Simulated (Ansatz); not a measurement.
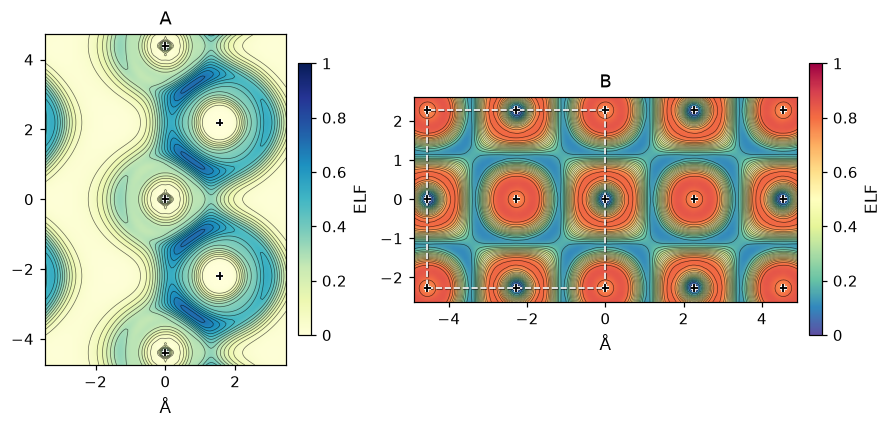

The electron localisation function of 2 systems, each on a plane through atoms (crosses mark nuclei in the plane).

All numbers below come from Ansatz, DFT PBE, scalar-relativistic, plane waves, PAW.

System 1: GaSb, the (101) plane of the conventional cell. Space group F-43m.

```cif
data_structure
_symmetry_space_group_name_H-M 'P 1'
_symmetry_Int_Tables_number 1
_cell_length_a 6.2138
_cell_length_b 6.2138
_cell_length_c 6.2138
_cell_angle_alpha 90.000
_cell_angle_beta 90.000
_cell_angle_gamma 90.000
_cell_volume 239.93
loop_
_atom_site_label
_atom_site_type_symbol
_atom_site_fract_x
_atom_site_fract_y
_atom_site_fract_z
_atom_site_occupancy
Ga1 Ga 0.50000 0.50000 0.00000 1
Ga2 Ga 0.00000 0.50000 0.50000 1
Ga3 Ga 0.00000 0.00000 0.00000 1
Ga4 Ga 0.50000 0.00000 0.50000 1
Sb1 Sb 0.25000 0.75000 0.25000 1
Sb2 Sb 0.75000 0.75000 0.75000 1
Sb3 Sb 0.75000 0.25000 0.25000 1
Sb4 Sb 0.25000 0.25000 0.75000 1
```

System 2: HfN, the (010) plane of the conventional cell. Space group Fm-3m; computed without spin polarisation.

Question: Which map belongs to which system?

Answer: Panel A is system 1, GaSb: the plane holds Ga and Sb. Ga–Sb (2.69 Å): the ELF peaks at about 0.70 between the atoms. Panel B is system 2, HfN: the plane holds Hf and N. Hf–N (2.27 Å): the ELF peaks at about 0.80 in the valence shell of N, 0.7 Å from its nucleus, and is about 0.15 at the midpoint; no shared electron pair shows on this line.
